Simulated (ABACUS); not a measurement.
**Na2S: band-structure run (part 1 of 2)**

The run: band-structure run of Na2S (Fm-3m, 3 atoms in the cell). Method and program: Kohn-Sham DFT of a periodic cell, PBEsol, PseudoDojo NC SR 0.5 PBE stringent, no spin polarisation (ABACUS 3.10.1).

The structure derives from an entry of the Crystallography Open Database.

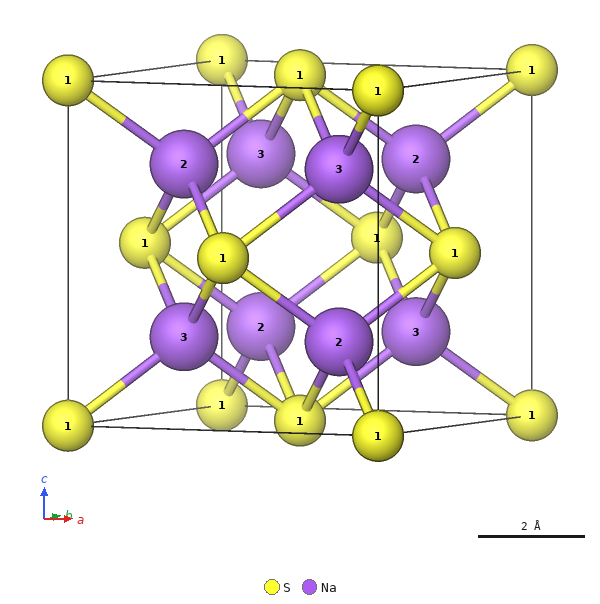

**Figure 1.** The structure as given in the input (ball-and-stick view of the cell 4 times as large as that of the calculation, set on its symmetry axes, seen at an oblique angle; atoms are numbered from 1 in the order of the input). An atom can appear more than once, as a periodic image. Near neighbours in the periodic cell (some may lie outside the picture): S has 8 Na at 2.83 Å; Na has 4 S at 2.83 Å.

## Input file
```
INPUT_PARAMETERS
suffix              Na2S
calculation         scf
basis_type          pw
pseudo_dir          ./
symmetry            1
dft_functional      pbesol
ecutwfc             89
pseudo_rcut         7
nspin               1
nbands              22
ks_solver           dav
smearing_method     fd
smearing_sigma      0.00367493
scf_thr             1e-08
scf_nmax            100
mixing_type         broyden
mixing_beta         0.7
cal_force           1
cal_stress          1
out_chg             1
kpar                4
```

## File STRU
```
ATOMIC_SPECIES
S 32.0600 S.upf
Na 22.9898 Na.upf

LATTICE_CONSTANT
1.8897261246

LATTICE_VECTORS
0.0000000000 3.2735000000 3.2735000000
3.2735000000 0.0000000000 3.2735000000
3.2735000000 3.2735000000 0.0000000000

ATOMIC_POSITIONS
Direct

S
0.0
1
0.0000000000 0.0000000000 0.0000000000 1 1 1

Na
0.0
2
0.7500000000 0.7500000000 0.7500000000 1 1 1
0.2500000000 0.2500000000 0.2500000000 1 1 1
```

## File KPT
```
K_POINTS
0
Gamma
6 6 6 0 0 0
```

Run as:
```bash
OMP_NUM_THREADS=1 mpirun -np 4 abacus > log
```

## What the program printed
```
ABACUS v3.10.1

               Atomic-orbital Based Ab-initio Computation at UStc

 ------------------------------------------------------------------------------------

 READING GENERAL INFORMATION
                           global_out_dir = OUT.Na2S/
                           global_in_card = INPUT
                               pseudo_dir = ./
                              orbital_dir =
                                    DSIZE = 4
                                    GSIZE = 1

 READING UNITCELL INFORMATION
                                    ntype = 2
                  lattice constant (Bohr) = 1.88973
              lattice constant (Angstrom) = 1

 READING ATOM TYPE 1
                               atom label = S
                      L=0, number of zeta = 1
                      L=1, number of zeta = 1
                      L=2, number of zeta = 1
             number of atom for this type = 1

 READING ATOM TYPE 2
                               atom label = Na
                      L=0, number of zeta = 1
                      L=1, number of zeta = 1
                      L=2, number of zeta = 1
             number of atom for this type = 2

                        TOTAL ATOM NUMBER = 3
DIRECT COORDINATES
    atom                   x                   y                   z     mag                  vx                  vy                  vz
taud_S1            0.0000000000        0.0000000000        0.0000000000  0.0000        0.0000000000        0.0000000000        0.0000000000
taud_Na1            0.7500000000        0.7500000000        0.7500000000  0.0000        0.0000000000        0.0000000000        0.0000000000
taud_Na2            0.2500000000        0.2500000000        0.2500000000  0.0000        0.0000000000        0.0000000000        0.0000000000

                          Volume (Bohr^3) = 473.439
                             Volume (A^3) = 70.1563

 Lattice vectors: (Cartesian coordinate: in unit of a_0)
                   +0             +3.2735             +3.2735
              +3.2735                  +0             +3.2735
              +3.2735             +3.2735                  +0
 Reciprocal vectors: (Cartesian coordinate: in unit of 2 pi/a_0)
            -0.152742           +0.152742           +0.152742
            +0.152742           -0.152742           +0.152742
            +0.152742           +0.152742           -0.152742
 The esolver type has been set to : ksdft_pw

                PAO radial cut off (Bohr) = 7

 Read in pseudopotential file is S.upf
                     pseudopotential type = NC
          exchange-correlation functional = PBE
                 nonlocal core correction = 1
                        valence electrons = 6
                                     lmax = 2
                           number of zeta = 2
                     number of projectors = 6
                           L of projector = 0
                           L of projector = 0
                           L of projector = 1
                           L of projector = 1
                           L of projector = 2
                           L of projector = 2
 XC functional updated to : pbesol
          exchange-correlation functional = PBESOL
                PAO radial cut off (Bohr) = 7

 Read in pseudopotential file is Na.upf
                     pseudopotential type = NC
          exchange-correlation functional = PBE
                 nonlocal core correction = 0
                        valence electrons = 9
                                     lmax = 1
                           number of zeta = 3
                     number of projectors = 4
                           L of projector = 0
                           L of projector = 0
                           L of projector = 1
                           L of projector = 1
 XC functional updated to : pbesol
          exchange-correlation functional = PBESOL
     initial pseudo atomic orbital number = 14

 SETUP THE ELECTRONS NUMBER
             electron number of element S = 6
       total electron number of element S = 6
            electron number of element Na = 9
      total electron number of element Na = 18
            AUTOSET number of electrons:  = 24
                           occupied bands = 12
                                   NBANDS = 22
                                   NLOCAL = 27

%%%%%%%%%%%%%%%%%%%%%%%%%%%%%%%%%%%%%%%%%%%%%%%%%%%%%%%%%%%%%%%%%%%%%%%%%%%%%%%%%%%%%%%%%%%%%%%%%%%%%%%%%%
 Warning: the number of valence electrons in pseudopotential > 1 for Na: [Ne] 3s1
 Pseudopotentials with additional electrons can yield (more) accurate outcomes, but may be less efficient.
 If you're confident that your chosen pseudopotential is appropriate, you can safely ignore this warning.
%%%%%%%%%%%%%%%%%%%%%%%%%%%%%%%%%%%%%%%%%%%%%%%%%%%%%%%%%%%%%%%%%%%%%%%%%%%%%%%%%%%%%%%%%%%%%%%%%%%%%%%%%%

 SETUP THE PLANE WAVE BASIS
 energy cutoff for charge/potential (unit:Ry) = 356
            fft grid for charge/potential = [ 54, 54, 54 ]
                        fft grid division = [ 1, 1, 1 ]
        big fft grid for charge/potential = [ 54, 54, 54 ]
                                     nbxx = 157464
                                     nrxx = 157464

 SETUP PLANE WAVES FOR CHARGE/POTENTIAL
                    number of plane waves = 53977
                         number of sticks = 1891

 PARALLEL PW FOR CHARGE/POTENTIAL
     PROC   COLUMNS(POT)             PW
        1           1891          53977
 --------------- sum -------------------
        1           1891          53977
                            number of |g| = 464
                                  max |g| = 32.1954
                                  min |g| = 0

----------- Double Check Mixing Parameters Begin ------------
mixing_type: broyden
mixing_beta: 0.7
mixing_gg0: 1
mixing_gg0_min: 0.1
mixing_ndim: 8
----------- Double Check Mixing Parameters End ------------

 LATTICE VECTORS: (CARTESIAN COORDINATE: IN UNIT OF A0)
                   +0             +3.2735             +3.2735
              +3.2735                  +0             +3.2735
              +3.2735             +3.2735                  +0
                       right hand lattice = 1
                                   NORM_A = 4.62943
                                   NORM_B = 4.62943
                                   NORM_C = 4.62943
                           ALPHA (DEGREE) = 60
                           BETA  (DEGREE) = 60
                           GAMMA (DEGREE) = 60

 The lattice vectors have been changed (STRU_SIMPLE.cif)

(for optimal symmetric configuration:)
                             BRAVAIS TYPE = 3
                     BRAVAIS LATTICE NAME = 03. Cubic F (face-centered)
                                    ibrav = 3
                                    IBRAV = 3
                                  BRAVAIS = FACE CENTERED CUBIC
                       LATTICE CONSTANT A = 6.547
Original cell was already a primitive cell.
                        ROTATION MATRICES = 48
              PURE POINT GROUP OPERATIONS = 48
                   SPACE GROUP OPERATIONS = 48
                              POINT GROUP = O_h
               POINT GROUP IN SPACE GROUP = O_h

 SETUP K-POINTS
                                    nspin = 1
                   Input type of k points = Monkhorst-Pack(Gamma)
                                   nkstot = 216
                       right hand lattice = 1
(for reciprocal lattice: )
                             BRAVAIS TYPE = 2
                     BRAVAIS LATTICE NAME = 02. Cubic I (body-centered)
                                    ibrav = 2
                       right hand lattice = 1
(for k-lattice: )
                             BRAVAIS TYPE = 2
                     BRAVAIS LATTICE NAME = 02. Cubic I (body-centered)
                                    ibrav = 2
                       right hand lattice = 1
                        ROTATION MATRICES = 48
                               nkstot_ibz = 16
K-POINTS REDUCTION ACCORDING TO SYMMETRY
     IBZ    DIRECT_X    DIRECT_Y    DIRECT_Z  WEIGHT  ibz2bz
       1  0.00000000  0.00000000  0.00000000  0.0046       0
       2  0.16666667  0.16666667  0.16666667  0.0370       1
       3  0.33333333  0.33333333  0.33333333  0.0370       2
       4  0.50000000  0.50000000  0.50000000  0.0185       3
       5  0.16666667  0.16666667  0.00000000  0.0278       7
       6  0.33333333  0.33333333  0.16666667  0.1111       8
       7  0.50000000  0.50000000  0.33333333  0.1111       9
       8  0.50000000  0.33333333  0.33333333  0.1111      10
       9  0.33333333  0.16666667  0.16666667  0.0556      11
      10  0.33333333  0.33333333  0.00000000  0.0278      14
      11  0.50000000  0.50000000  0.16666667  0.1111      15
      12 -0.33333333  0.33333333  0.33333333  0.0556      16
      13  0.50000000  0.50000000  0.00000000  0.0139      21
      14  0.50000000  0.33333333  0.16666667  0.1111      51
      15  0.50000000  0.33333333 -0.33333333  0.1111      52
      16  0.50000000  0.33333333 -0.16666667  0.0556      58

                               nkstot now = 16
[... K-POINTS DIRECT COORDINATES: 16 rows ...]

           k-point number in this process = 4
       minimum distributed K point number = 4
[... stars of the k points ...]

[... K-POINTS CARTESIAN COORDINATES: 4 rows ...]

[... K-POINTS DIRECT COORDINATES: 4 rows ...]

 SETUP PLANE WAVES FOR WAVE FUNCTIONS
     energy cutoff for wavefunc (unit:Ry) = 89
              fft grid for wave functions = [ 54, 54, 54 ]
                    number of plane waves = 7727
                         number of sticks = 511

 PARALLEL PW FOR WAVE FUNCTIONS
     PROC   COLUMNS(POT)             PW
        1            511           7727
 --------------- sum -------------------
        1            511           7727

 SETUP NONLOCAL PSEUDOPOTENTIALS IN PLANE WAVE BASIS
 S non-local projectors:
 projector 1 L=0
 projector 2 L=0
 projector 3 L=1
 projector 4 L=1
 projector 5 L=2
 projector 6 L=2
 Na non-local projectors:
 projector 1 L=0
 projector 2 L=0
 projector 3 L=1
 projector 4 L=1
      TOTAL NUMBER OF NONLOCAL PROJECTORS = 34

 Init Non-Local PseudoPotential table :
 Init Non-Local-Pseudopotential done.

                                     npwx = 6754

 Make real space PAO into reciprocal space.
       max mesh points in Pseudopotential = 701
     dq(describe PAO in reciprocal space) = 0.01
                                    max q = 1136

 number of pseudo atomic orbitals for S is 2
WARNING: norm of atomic wavefunction # 1 of atomic type S is 0.999996, renormalized
WARNING: norm of atomic wavefunction # 2 of atomic type S is 0.999693, renormalized

 number of pseudo atomic orbitals for Na is 3
WARNING: norm of atomic wavefunction # 3 of atomic type Na is 0.965913, renormalized

 -------------------------------------------
 SELF-CONSISTENT
 -------------------------------------------
                                 init_chg = atomic

 PW ALGORITHM --------------- ION=   1  ELEC=   1--------------------------------

 Notice: Threshold on eigenvalues was too large.
 hsover_error=0.24 > DRHO=0.232574
 Origin diag ethr = 0.01
 New diag ethr = 0.00096906

 Density error is 0.22860475858
                          Error Threshold = 0.000969059622289
----------------------------------------------------------
     Energy           Rydberg                 eV
```
